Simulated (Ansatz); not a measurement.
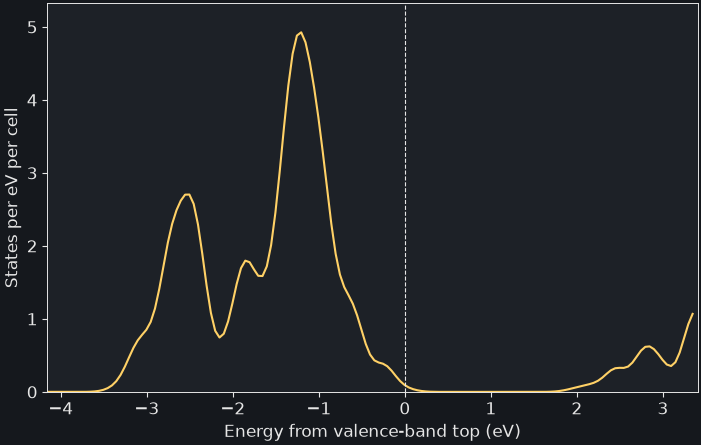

Density of states. Energies are counted from the top of the valence band. The curve is built from the levels of the k mesh with Gaussians 0.3 eV wide, which also blur the band edges.

System: CaSe, space group Fm-3m, 2 atoms in the cell, hydrostatic strain −0.9%.

```cif
data_structure
_symmetry_space_group_name_H-M 'P 1'
_symmetry_Int_Tables_number 1
_cell_length_a 4.1581
_cell_length_b 4.1581
_cell_length_c 4.1581
_cell_angle_alpha 60.000
_cell_angle_beta 60.000
_cell_angle_gamma 60.000
_cell_volume 50.84
loop_
_atom_site_label
_atom_site_type_symbol
_atom_site_fract_x
_atom_site_fract_y
_atom_site_fract_z
_atom_site_occupancy
Ca1 Ca 0.00000 0.00000 0.00000 1
Se1 Se 0.50000 0.50000 0.50000 1
```

Ansatz; DFT, PBE, plane waves, PAW, no spin polarisation, 8×8×8 k mesh, Fermi-Dirac smearing of 0.02 eV.

### Metal or insulator, going by the density of states?

There is a gap; over the k points computed it is 1.99 eV (indirect; the smallest direct gap is 2.94 eV).

### How wide is the upper valence band?

The upper group of valence states starts about 3.3 eV under the valence-band top, with a gap beneath it; it holds about 6 electrons a cell.

### Where is the tallest peak of the filled states in the window?

Within the window shown, the tallest peak of the filled states lies 1.2 eV under the valence-band top, at about 4.9 states per eV and cell.
